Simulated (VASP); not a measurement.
InSe: geometry relaxation (part 1 of 4)

The run: geometry relaxation of InSe (P6₃/mmc, 8 atoms in the cell). Method and program: Kohn-Sham DFT of a periodic cell, PBE with D3(BJ), VASP PAW PBE potentials, recommended, no spin polarisation (VASP 6.6.1).

The structure derives from an entry of the Crystallography Open Database.

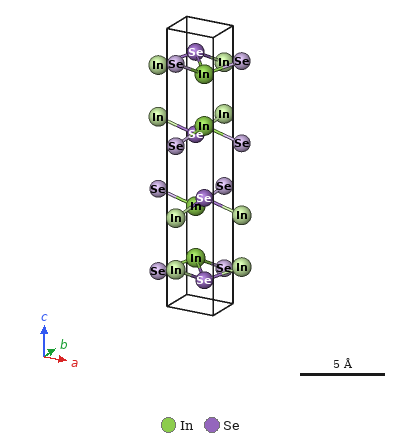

Figure 1. The input geometry (ball-and-stick view of the cell of the calculation, seen slightly off an axis; neighbours outside the cell are drawn fainter). Near neighbours in the crystal (not all of them lie inside the picture): In has 3 Se at 2.52 Å; Se has 3 In at 2.52 Å.

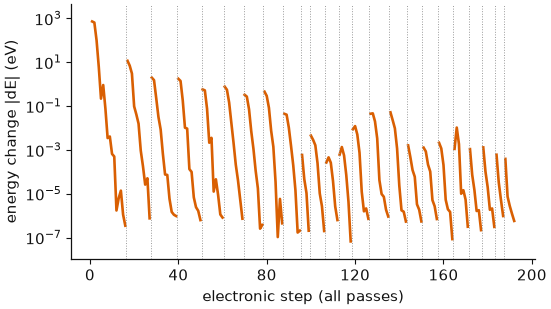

Figure 2. Convergence of the self-consistent field: energy change |dE| against the electronic step. Each stretch between dotted lines is the SCF of one geometry step of a relaxation. The 24 ionic steps take 4 to 16 electronic steps each. The density is held fixed in the first few steps, and dE rises again when its update begins.

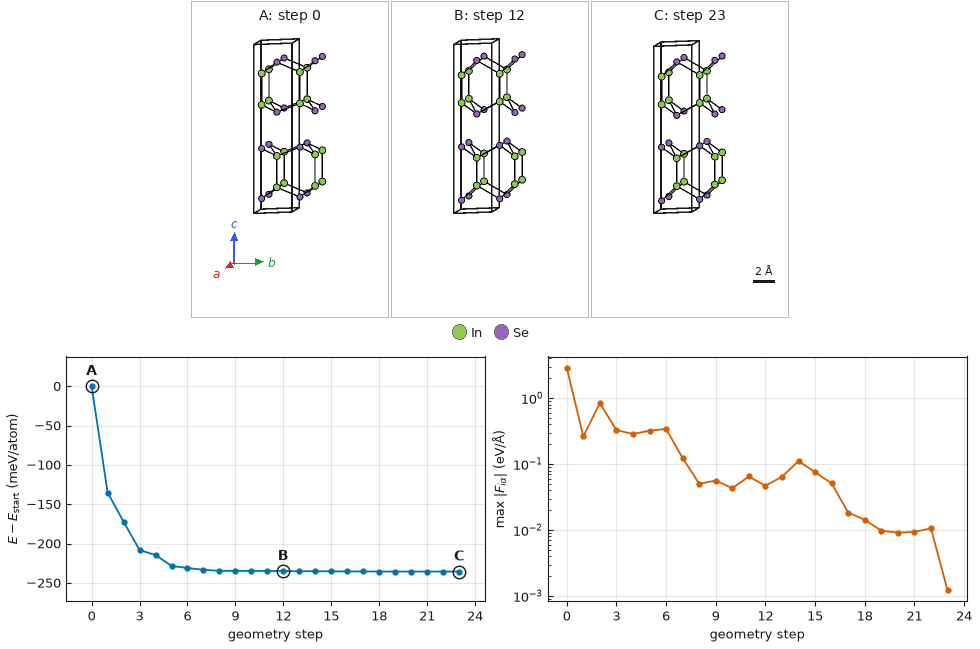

Figure 3. Frames of the relaxation (ball-and-stick view of the cell of the calculation, repeated 2 × 2 × 1, seen slightly off an axis) above the curves, on which the letters mark them (steps are counted from 0).

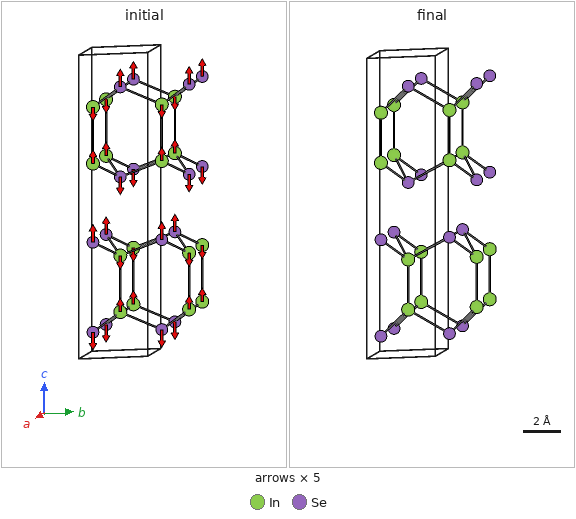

Figure 4. Before (left) and after (right) the relaxation, at one scale (ball-and-stick view of the cell of the calculation, repeated 2 × 2 × 1, seen slightly off an axis). The red arrows give the displacements (without the part carried along by the change of the cell), magnified 5 times. Over 23 geometry steps the energy falls by 236 meV per atom. Largest force component: 2.9 eV/Å at the start, 0.0012 eV/Å at the end. The largest moves relative to the cell, 0.21 Å, are those of Se5, Se6, Se7 and Se8. Largest moves by element: Se 0.21 Å, In 0.16 Å. The volume changes by −2.0 %, with a = b 4.050 → 4.032 Å (−0.4 %), c 16.930 → 16.747 Å (−1.1 %). Among the contacts that change: In1–In3 3.149 → 2.793 Å, In1–Se6 2.517 → 2.661 Å. Among the angles that change: In3–Se8–In3 107.1° → 98.5°, Se6–In1–Se6 107.1° → 98.5°, In3–In1–Se6 111.7° → 119.0°. The space group stays P6_3/mmc (No. 194). (Atoms are counted from 1 in the order of the input.)

The input and output of the run follow.

### INCAR
```
SYSTEM = InSe
  PREC = Accurate
  ENCUT = 400
  EDIFF = 1E-6
  ISMEAR = 0
  SIGMA = 0.02
  LREAL = .False.
  LASPH = .True.
  NELM = 80
  ALGO = Normal
  ISIF = 3
  LWAVE = .False.
  LCHARG = .False.
  GGA = PE
  IVDW = 12
  IBRION = 2
  NSW = 60
  EDIFFG = -0.005
```

### KPOINTS
```
regular mesh
0
Gamma
  8 8 2
  0 0 0
```

### POSCAR
```
InSe
1.0
    4.0500000000      0.0000000000      0.0000000000
   -2.0250000000      3.5074028853      0.0000000000
    0.0000000000      0.0000000000     16.9300000000
In Se
4 4
Direct
    0.3333333333      0.6666666667      0.1570000000
    0.6666666667      0.3333333333      0.6570000000
    0.3333333333      0.6666666667      0.3430000000
    0.6666666667      0.3333333333      0.8430000000
    0.3333333333      0.6666666667      0.6020000000
    0.6666666667      0.3333333333      0.1020000000
    0.3333333333      0.6666666667      0.8980000000
    0.6666666667      0.3333333333      0.3980000000
```

Run as:
```bash
cat potpaw_PBE.64/In_d/POTCAR potpaw_PBE.64/Se/POTCAR > POTCAR
mpirun -np 1 vasp_std > vasp.out
```

### OSZICAR
```
N       E                     dE             d eps       ncg     rms          rms(c)
DAV:   1     0.722503229842E+03    0.72250E+03   -0.29855E+04  1808   0.157E+03
DAV:   2     0.779256302175E+02   -0.64458E+03   -0.63027E+03  1840   0.427E+02
DAV:   3    -0.212256881889E+02   -0.99151E+02   -0.96789E+02  2140   0.188E+02
DAV:   4    -0.272713042039E+02   -0.60456E+01   -0.60044E+01  2147   0.466E+01
DAV:   5    -0.274886180793E+02   -0.21731E+00   -0.21713E+00  2251   0.863E+00    0.121E+01
DAV:   6    -0.265800070790E+02    0.90861E+00   -0.16734E+00  2310   0.161E+01    0.644E+00
DAV:   7    -0.265038790376E+02    0.76128E-01   -0.12733E+00  2731   0.753E+00    0.159E+00
DAV:   8    -0.265004185724E+02    0.34605E-02   -0.17496E-01  2628   0.441E+00    0.115E+00
DAV:   9    -0.265044885614E+02   -0.40700E-02   -0.22985E-02  2526   0.736E-01    0.521E-01
DAV:  10    -0.265038348249E+02    0.65374E-03   -0.54480E-03  2321   0.109E+00    0.296E-01
DAV:  11    -0.265043326498E+02   -0.49782E-03   -0.15193E-03  1974   0.185E-01    0.492E-02
DAV:  12    -0.265043343654E+02   -0.17156E-05   -0.59640E-05  2806   0.424E-02    0.562E-02
DAV:  13    -0.265043405403E+02   -0.61749E-05   -0.30274E-06  1704   0.836E-03    0.444E-02
DAV:  14    -0.265043543220E+02   -0.13782E-04   -0.38088E-05  2295   0.316E-02    0.235E-02
DAV:  15    -0.265043554435E+02   -0.11216E-05   -0.39365E-06  1923   0.123E-02    0.170E-02
DAV:  16    -0.265043557906E+02   -0.34702E-06   -0.30866E-07  1150   0.455E-03
   1 F= -.28810388E+02 E0= -.28810222E+02  d E =-.288104E+02
       N       E                     dE             d eps       ncg     rms          rms(c)
DAV:   1    -0.380866235029E+02   -0.11582E+02   -0.13545E+03  2260   0.468E+02    0.234E+01
DAV:   2    -0.311299128874E+02    0.69567E+01   -0.79463E+01  2285   0.825E+01    0.102E+01
DAV:   3    -0.280867454702E+02    0.30432E+01   -0.12237E+01  2368   0.344E+01    0.271E+00
DAV:   4    -0.279900671865E+02    0.96678E-01   -0.68915E-01  2398   0.503E+00    0.207E+00
DAV:   5    -0.279488593102E+02    0.41208E-01   -0.46774E-02  2539   0.137E+00    0.140E+00
DAV:   6    -0.279331863646E+02    0.15673E-01   -0.20956E-02  2568   0.119E+00    0.400E-01
DAV:   7    -0.279341024509E+02   -0.91609E-03   -0.63543E-03  2224   0.668E-01    0.120E-01
DAV:   8    -0.279342808679E+02   -0.17842E-03   -0.36424E-04  2518   0.102E-01    0.100E-01
DAV:   9    -0.279343068960E+02   -0.26028E-04   -0.18073E-05  2340   0.242E-02    0.815E-02
DAV:  10    -0.279343574640E+02   -0.50568E-04   -0.65727E-05  1934   0.359E-02    0.150E-02
DAV:  11    -0.279343567115E+02    0.75256E-06   -0.12601E-06  1535   0.928E-03
   2 F= -.29892384E+02 E0= -.29892384E+02  d E =-.108200E+01
       N       E                     dE             d eps       ncg     rms          rms(c)
DAV:   1    -0.299005590089E+02   -0.19662E+01   -0.10461E+02  2740   0.768E+01    0.109E+01
DAV:   2    -0.283836943969E+02    0.15169E+01   -0.65976E+00  2464   0.315E+01    0.362E+00
DAV:   3    -0.281578211740E+02    0.22587E+00   -0.78811E-01  2637   0.810E+00    0.201E+00
DAV:   4    -0.281261524716E+02    0.31669E-01   -0.85792E-02  2634   0.245E+00    0.990E-01
DAV:   5    -0.281175939676E+02    0.85585E-02   -0.18318E-02  2203   0.152E+00    0.325E-01
DAV:   6    -0.281182576033E+02   -0.66364E-03   -0.69266E-03  2185   0.649E-01    0.203E-01
DAV:   7    -0.281183328671E+02   -0.75264E-04   -0.37618E-04  2386   0.138E-01    0.178E-01
DAV:   8    -0.281184046829E+02   -0.71816E-04   -0.24432E-04  2320   0.129E-01    0.564E-02
DAV:   9    -0.281183988104E+02    0.58726E-05   -0.44897E-05  2402   0.675E-02    0.371E-02
DAV:  10    -0.281184002884E+02   -0.14780E-05   -0.37481E-06  1506   0.123E-02    0.273E-02
DAV:  11    -0.281184013856E+02   -0.10972E-05   -0.14833E-06  1269   0.971E-03    0.556E-03
DAV:  12    -0.281184023442E+02   -0.95858E-06   -0.18391E-06  1397   0.707E-03
   3 F= -.30188665E+02 E0= -.30188665E+02  d E =-.137828E+01
       N       E                     dE             d eps       ncg     rms          rms(c)
DAV:   1    -0.298761474447E+02   -0.17577E+01   -0.90320E+01  2780   0.718E+01    0.974E+00
DAV:   2    -0.284845426948E+02    0.13916E+01   -0.50581E+00  2355   0.292E+01    0.290E+00
DAV:   3    -0.283042424460E+02    0.18030E+00   -0.70810E-01  2658   0.819E+00    0.214E+00
DAV:   4    -0.282939503186E+02    0.10292E-01   -0.49008E-02  2441   0.134E+00    0.108E+00
DAV:   5    -0.282845993292E+02    0.93510E-02   -0.23655E-02  2308   0.190E+00    0.380E-01
DAV:   6    -0.282847318059E+02   -0.13248E-03   -0.30021E-03  2448   0.329E-01    0.174E-01
DAV:   7    -0.282848305693E+02   -0.98763E-04   -0.34208E-04  2309   0.127E-01    0.590E-02
DAV:   8    -0.282848237376E+02    0.68318E-05   -0.59343E-05  2066   0.544E-02    0.143E-02
DAV:   9    -0.282848213111E+02    0.24265E-05   -0.97600E-06  1954   0.192E-02    0.127E-02
DAV:  10    -0.282848229670E+02   -0.16559E-05   -0.13018E-06  1348   0.687E-03    0.572E-03
DAV:  11    -0.282848235930E+02   -0.62602E-06   -0.52990E-07  1170   0.426E-03
   4 F= -.30475869E+02 E0= -.30475869E+02  d E =-.287204E+00
       N       E                     dE             d eps       ncg     rms          rms(c)
DAV:   1    -0.288591939192E+02   -0.57437E+00   -0.35066E+01  2780   0.474E+01    0.581E+00
DAV:   2    -0.283417146216E+02    0.51748E+00   -0.18188E+00  2270   0.173E+01    0.176E+00
DAV:   3    -0.282666556680E+02    0.75059E-01   -0.27456E-01  2490   0.548E+00    0.125E+00
DAV:   4    -0.282645348973E+02    0.21208E-02   -0.21193E-02  2377   0.848E-01    0.675E-01
DAV:   5    -0.282610004111E+02    0.35345E-02   -0.74940E-03  2356   0.108E+00    0.256E-01
DAV:   6    -0.282609879219E+02    0.12489E-04   -0.11693E-03  2625   0.224E-01    0.109E-01
DAV:   7    -0.282610333637E+02   -0.45442E-04   -0.16526E-04  2344   0.974E-02    0.366E-02
DAV:   8    -0.282610245796E+02    0.87841E-05   -0.26856E-05  2133   0.363E-02    0.845E-03
DAV:   9    -0.282610234493E+02    0.11303E-05   -0.43477E-06  1629   0.117E-02    0.839E-03
DAV:  10    -0.282610242655E+02   -0.81613E-06   -0.43420E-07  1105   0.527E-03
   5 F= -.30528394E+02 E0= -.30528394E+02  d E =-.339729E+00
       N       E                     dE             d eps       ncg     rms          rms(c)
DAV:   1    -0.290234504743E+02   -0.76243E+00   -0.24021E+01  2314   0.434E+01    0.538E+00
DAV:   2    -0.284710021994E+02    0.55245E+00   -0.17670E+00  2532   0.167E+01    0.234E+00
DAV:   3    -0.283278995984E+02    0.14310E+00   -0.30931E-01  2590   0.589E+00    0.110E+00
DAV:   4    -0.283110633773E+02    0.16836E-01   -0.57539E-02  2444   0.172E+00    0.504E-01
DAV:   5    -0.283090155339E+02    0.20478E-02   -0.94998E-03  2269   0.678E-01    0.232E-01
DAV:   6    -0.283092261682E+02   -0.21063E-03   -0.17201E-03  2233   0.337E-01    0.157E-01
DAV:   7    -0.283092669288E+02   -0.40761E-04   -0.10434E-04  2543   0.643E-02    0.389E-02
DAV:   8    -0.283092615058E+02    0.54230E-05   -0.14865E-05  2466   0.437E-02    0.160E-02
DAV:   9    -0.283092607812E+02    0.72454E-06   -0.35754E-06  1586   0.159E-02
   6 F= -.30637730E+02 E0= -.30637730E+02  d E =-.109336E+00
       N       E                     dE             d eps       ncg     rms          rms(c)
DAV:   1    -0.286356842917E+02   -0.32642E+00   -0.11689E+01  2269   0.313E+01    0.374E+00
DAV:   2    -0.283658150047E+02    0.26987E+00   -0.86959E-01  2555   0.119E+01    0.162E+00
DAV:   3    -0.282950441950E+02    0.70771E-01   -0.16275E-01  2521   0.432E+00    0.751E-01
DAV:   4    -0.282879988043E+02    0.70454E-02   -0.29002E-02  2415   0.118E+00    0.335E-01
DAV:   5    -0.282868988049E+02    0.11000E-02   -0.38317E-03  2411   0.460E-01    0.169E-01
DAV:   6    -0.282870094890E+02   -0.11068E-03   -0.90994E-04  2177   0.248E-01    0.113E-01
DAV:   7    -0.282870271453E+02   -0.17656E-04   -0.56246E-05  2680   0.616E-02    0.413E-02
DAV:   8    -0.282870268906E+02    0.25471E-06   -0.10412E-05  2180   0.402E-02    0.139E-02
DAV:   9    -0.282870265136E+02    0.37703E-06   -0.10070E-06  1123   0.668E-03
   7 F= -.30659321E+02 E0= -.30659321E+02  d E =-.130927E+00
       N       E                     dE             d eps       ncg     rms          rms(c)
DAV:   1    -0.287389212776E+02   -0.45189E+00   -0.18193E+01  2245   0.403E+01    0.417E+00
DAV:   2    -0.284484541443E+02    0.29047E+00   -0.13501E+00  2533   0.124E+01    0.170E+00
DAV:   3    -0.283654347632E+02    0.83019E-01   -0.22783E-01  2554   0.452E+00    0.756E-01
DAV:   4    -0.283578543248E+02    0.75804E-02   -0.31042E-02  2213   0.119E+00    0.302E-01
DAV:   5    -0.283564668381E+02    0.13875E-02   -0.36865E-03  2653   0.428E-01    0.240E-01
DAV:   6    -0.283564322862E+02    0.34552E-04   -0.69734E-04  2056   0.210E-01    0.940E-02
DAV:   7    -0.283564323913E+02   -0.10508E-06   -0.70897E-05  2733   0.767E-02    0.270E-02
DAV:   8    -0.283564381908E+02   -0.57996E-05   -0.14538E-05  2159   0.386E-02    0.766E-03
DAV:   9    -0.283564386366E+02   -0.44570E-06   -0.96069E-07  1246   0.682E-03
   8 F= -.30677119E+02 E0= -.30677119E+02  d E =-.177982E-01
       N       E                     dE             d eps       ncg     rms          rms(c)
DAV:   1    -0.284005951554E+02   -0.44157E-01   -0.24642E+00  2211   0.139E+01    0.167E+00
DAV:   2    -0.283601740362E+02    0.40421E-01   -0.19441E-01  2714   0.490E+00    0.654E-01
DAV:   3    -0.283497305996E+02    0.10443E-01   -0.25750E-02  2517   0.150E+00    0.316E-01
DAV:   4    -0.283482002836E+02    0.15303E-02   -0.41194E-03  2242   0.450E-01    0.131E-01
DAV:   5    -0.283480015506E+02    0.19873E-03   -0.65148E-04  2499   0.174E-01    0.825E-02
DAV:   6    -0.283480158870E+02   -0.14336E-04   -0.12184E-04  2189   0.807E-02    0.202E-02
DAV:   7    -0.283480160558E+02   -0.16879E-06   -0.12756E-05  2289   0.281E-02    0.847E-03
DAV:   8    -0.283480158499E+02    0.20591E-06   -0.12471E-06  1275   0.778E-03
   9 F= -.30687939E+02 E0= -.30687939E+02  d E =-.286182E-01
       N       E                     dE             d eps       ncg     rms          rms(c)
DAV:   1    -0.283474311273E+02    0.58493E-03   -0.27155E-03  2229   0.471E-01    0.535E-02
DAV:   2    -0.283473848459E+02    0.46281E-04   -0.20921E-04  2583   0.163E-01    0.208E-02
DAV:   3    -0.283473741760E+02    0.10670E-04   -0.32918E-05  2624   0.534E-02    0.109E-02
DAV:   4    -0.283473743808E+02   -0.20483E-06   -0.37842E-06  1574   0.132E-02
  10 F= -.30687936E+02 E0= -.30687936E+02  d E =-.286156E-01
       N       E                     dE             d eps       ncg     rms          rms(c)
DAV:   1    -0.283518466113E+02   -0.44724E-02   -0.24342E-01  2052   0.257E+00    0.404E-01
DAV:   2    -0.283489883042E+02    0.28583E-02   -0.11572E-02  2664   0.107E+00    0.229E-01
DAV:   3    -0.283473608500E+02    0.16275E-02   -0.18799E-03  2282   0.340E-01    0.106E-01
DAV:   4    -0.283471152565E+02    0.24559E-03   -0.92662E-04  2461   0.194E-01    0.498E-02
DAV:   5    -0.283471256031E+02   -0.10347E-04   -0.16984E-04  2062   0.101E-01    0.146E-02
DAV:   6    -0.283471229342E+02    0.26688E-05   -0.19048E-05  2473   0.284E-02    0.117E-02
DAV:   7    -0.283471231329E+02   -0.19864E-06   -0.22728E-06  1327   0.146E-02
  11 F= -.30689134E+02 E0= -.30689134E+02  d E =-.119789E-02
       N       E                     dE             d eps       ncg     rms          rms(c)
DAV:   1    -0.283473896128E+02   -0.26668E-03   -0.39399E-02  2083   0.104E+00    0.163E-01
DAV:   2    -0.283469329028E+02    0.45671E-03   -0.18680E-03  2627   0.434E-01    0.889E-02
DAV:   3    -0.283466730263E+02    0.25988E-03   -0.30297E-04  2307   0.135E-01    0.415E-02
DAV:   4    -0.283466350944E+02    0.37932E-04   -0.14924E-04  2453   0.767E-02    0.202E-02
DAV:   5    -0.283466377075E+02   -0.26130E-05   -0.28119E-05  2076   0.412E-02    0.600E-03
DAV:   6    -0.283466370797E+02    0.62782E-06   -0.25810E-06  1429   0.118E-02
  12 F= -.30689237E+02 E0= -.30689237E+02  d E =-.130026E-02
       N       E                     dE             d eps       ncg     rms          rms(c)
DAV:   1    -0.283460308728E+02    0.60683E-03   -0.37039E-01  2460   0.336E+00    0.314E-01
DAV:   2    -0.283446838981E+02    0.13470E-02   -0.12532E-02  2424   0.106E+00    0.144E-01
DAV:   3    -0.283441259821E+02    0.55792E-03   -0.12605E-03  2394   0.333E-01    0.655E-02
DAV:   4    -0.283440545019E+02    0.71480E-04   -0.33598E-04  2324   0.110E-01    0.297E-02
DAV:   5    -0.283440587914E+02   -0.42895E-05   -0.48107E-05  2133   0.530E-02    0.124E-02
DAV:   6    -0.283440587247E+02    0.66633E-07   -0.51312E-06  1852   0.232E-02
  13 F= -.30690476E+02 E0= -.30690476E+02  d E =-.123922E-02
       N       E                     dE             d eps       ncg     rms          rms(c)
DAV:   1    -0.283528047989E+02   -0.87460E-02   -0.33036E+00  2457   0.988E+00    0.956E-01
```
